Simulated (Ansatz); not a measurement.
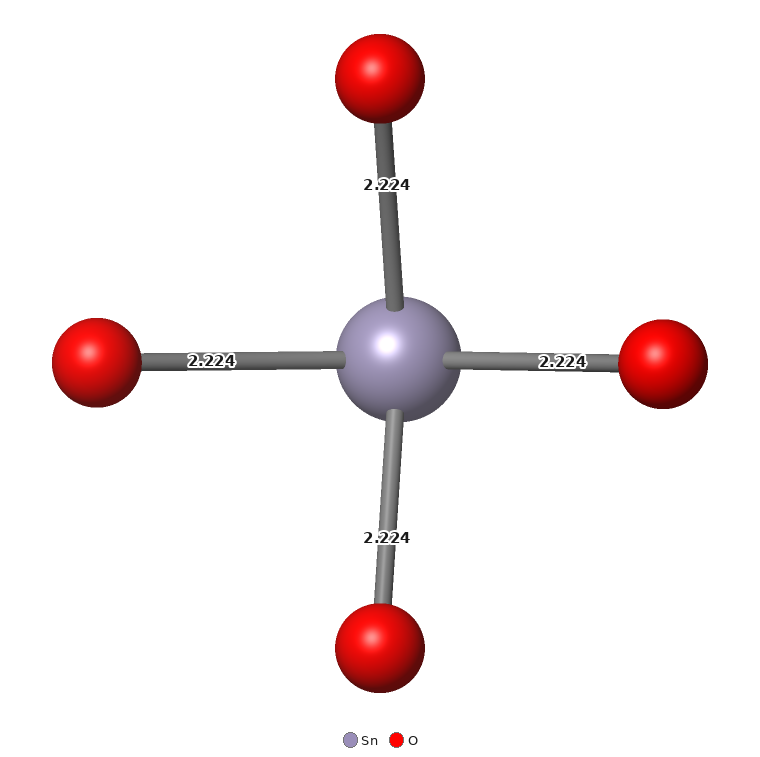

The surroundings of site Sn1 (at 0.000, 0.500, 0.238) in SnO (P4/nmm), with bond lengths in Å.

Source of the atomic positions: a calculation's input that goes back to an entry of the Crystallography Open Database (an earlier step may have relaxed or displaced it).

```
CELL_PARAMETERS angstrom
3.80200 0.00000 0.00000
0.00000 3.80200 0.00000
0.00000 0.00000 4.83600
ATOMIC_POSITIONS crystal
Sn 0.00000 0.50000 0.23850
Sn 0.50000 0.00000 0.76150
O 0.00000 0.00000 0.00000
O 0.50000 0.50000 0.00000
```

Bond valence s = exp((R0 − d)/b), R0 fitted to published crystal structures with b = 0.37 Å, summed over all anions within 5 Å; R0 in Å: Sn2+–O 1.962; Sn4+–O 1.887.

> Which oxidation state of Sn do these bonds support?

With the Sn2+ parameters the computed sum is 4 × 0.493 = 1.97. With the Sn4+ parameters the computed sum is 4 × 0.402 = 1.61. The sum matches its own assumption best for Sn2+, which also balances the formula's charge.

> And over the whole structure?

| site | x, y, z | formal valence | bond-valence sum | difference |
| --- | --- | --- | --- | --- |
| Sn1 | 0.000, 0.500, 0.238 | +2 | 1.99 | -0.01 |
| O1 | 0.000, 0.000, 0.000 | −2 | 1.99 | -0.01 |

These sums include all anions within 5 Å. The global instability index (root mean square of the differences over all atoms) is 0.01 v.u.: little strain. The cell was not relaxed for this table, and a volume that is off by a few per cent shifts all sums together.
